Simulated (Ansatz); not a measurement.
Start from this file.

```
Zn Cu
1.0
     2.97608    0.00000    0.00000
     0.00000    4.24256    0.00000
     0.00000    0.00000    4.14075
Zn Cu
2 2
Direct
  0.50000 0.00000 0.50000
  0.00000 0.50000 0.50000
  0.00000 0.00000 0.00000
  0.50000 0.50000 0.00000
```

What would you see if this were drawn?

The formula is ZnCu. It belongs to space group Cmmm (No. 65) and has a base-centred orthorhombic lattice. Content of the cell: 2 Zn, 2 Cu (Z = 2). Zn is coordinated by four Cu and four Zn in a cubic arrangement (2.55 Å to Cu, 2.59 Å to Zn). The Cu atoms are each bonded to four Zn and four Cu in a cubic arrangement (2.55 Å to Zn, 2.59 Å to Cu). The bonds build a three-dimensional framework.

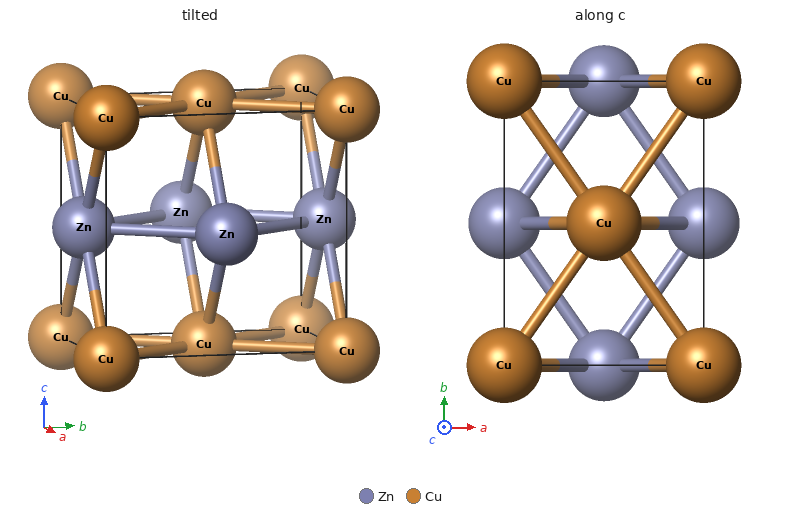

View slightly off an axis and along the c axis, drawn as a ball-and-stick model. The lines enclose the conventional unit cell; boundary atoms appear with their images. Colours: zinc blue, copper orange.

The initial geometry was a structure listed in the Materials Project. Earlier steps of the study may have refined or changed the cell and positions. It was set up as input for a calculation with Ansatz.
